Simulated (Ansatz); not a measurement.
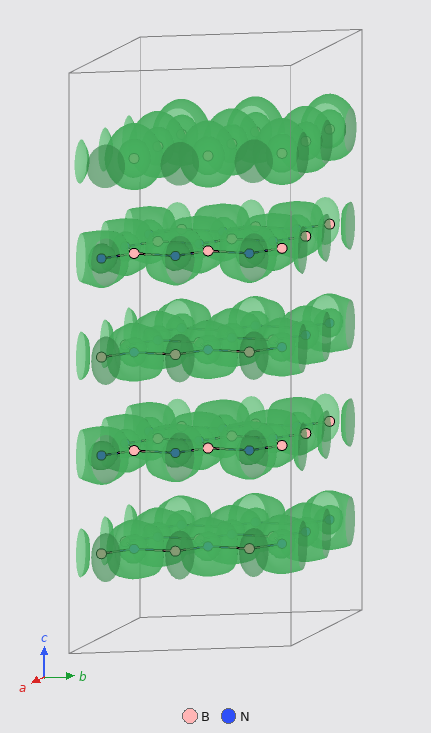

*B5N4 (slab). Isosurface of the ELF at 0.7 (green), seen slightly off an axis. Only the valence region is drawn (cores and ρ < 0.01 e/Å³ removed). Sticks mark near contacts.*

The SCF solution may not be the lowest one; the program warned that a starting moment wasn't kept; spin-polarised, but the moments vanished.

Level of theory: Ansatz, DFT PBE+D3(BJ), scalar-relativistic, plane waves, PAW.

Core electrons are frozen (PAW), and the valence fields are smoothed inside the atomic spheres.

Question: What do the ELF domains correspond to?

Answer: At this value the surface marks out four regions on N in which the atom's valence shell and bonds are merged and one region wrapped around B (its valence shell), counted in one cell of 9 atoms. Counts are for one cell; the picture repeats the cell along the surface.

Values along the shortest contacts:
B–N (1.45 Å): the ELF peaks at about 0.95 between the atoms.
